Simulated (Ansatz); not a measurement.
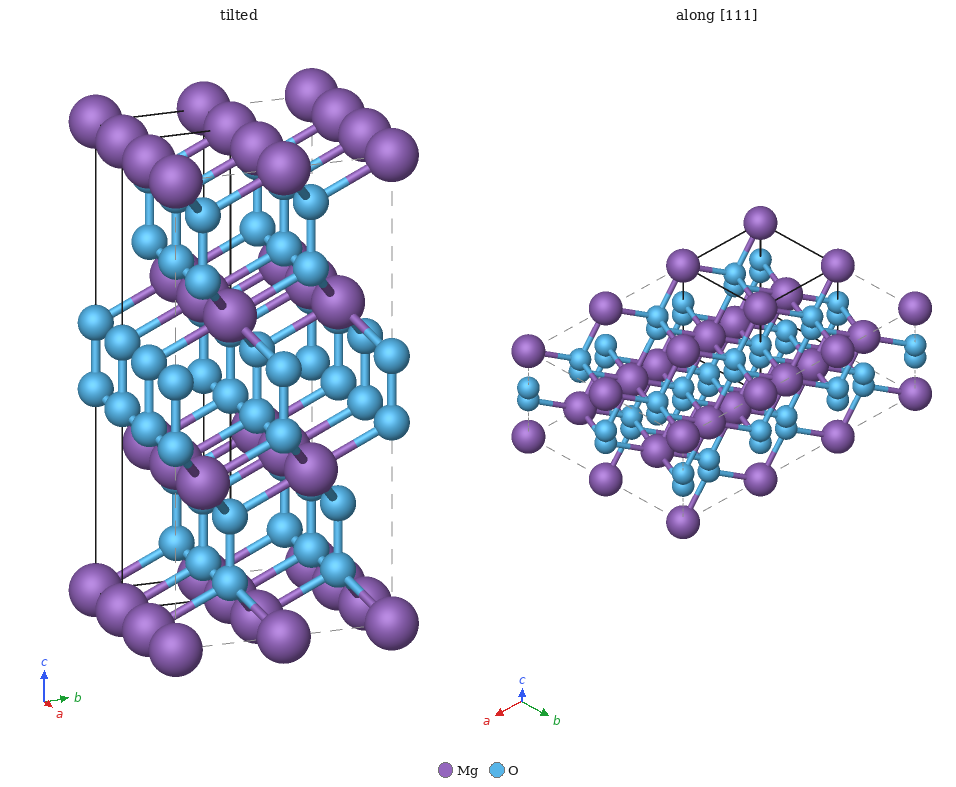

Drawn in the ball-and-stick manner and seen slightly off an axis and along [111]. 3×2×1 cells are drawn; the solid outline is the conventional unit cell.

It has the composition MgO2. The structure has R-3m (No. 166) symmetry and a rhombohedral (trigonal R) lattice. With Z = 3, the cell contains 3 Mg, 6 O. Mg is coordinated by six O in a distorted octahedral arrangement. The neighbours of O are three Mg and one O in a distorted tetrahedral arrangement. The bonds build a three-dimensional framework.

The initial geometry was a structure listed in the Materials Project. It was relaxed at fixed volume with DFT PBEsol, scalar-relativistic, plane waves, PAW (Ansatz).

At this level of theory the cell isn't at rest (compressed, at 9 GPa), so its distances can differ from those at equilibrium, the more so the softer the solid.
